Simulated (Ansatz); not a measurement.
Structure data:

```xyz
2
Lattice="2.9975 0.0187 0.0000 0.0187 2.9975 0.0000 0.0000 0.0000 2.9975" Properties=species:S:1:pos:R:3 pbc="T T T"
Al    0.0000    0.0000    0.0000
Cu    1.5081    1.5081    1.4988
```

Work out the structure from the coordinates.

Answer. The stoichiometry is AlCu. Strictly the space group is Cmmm (No. 65, within 0.01 Å). It is a distorted form of a primitive cubic structure, space group Pm-3m (No. 221) within 0.25 Å: caesium chloride (CsCl, B2) type. One cell contains 1 Al, 1 Cu, 2 atoms in all. Each Al has eight Cu in a cubic arrangement at 2.59 to 2.61 Å. The neighbours of Cu are eight Al in a cubic arrangement at 2.59 to 2.61 Å. The bonds build a three-dimensional framework.

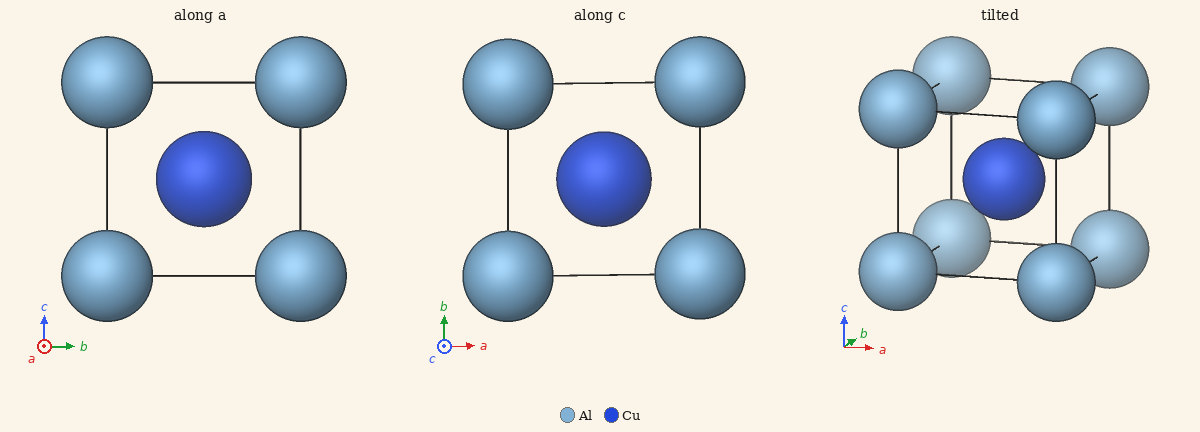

A spheres-only rendering, viewed along the a axis, along the c axis and slightly off an axis. The edges of the unit cell are marked.

Its origin is a structure listed in the Materials Project. The cell was then strained or its atoms displaced on purpose. It was the input of a calculation with Ansatz.

At this level of theory the cell isn't at rest (stretched, at -5 GPa), so its distances can differ from those at equilibrium, the more so the softer the solid.
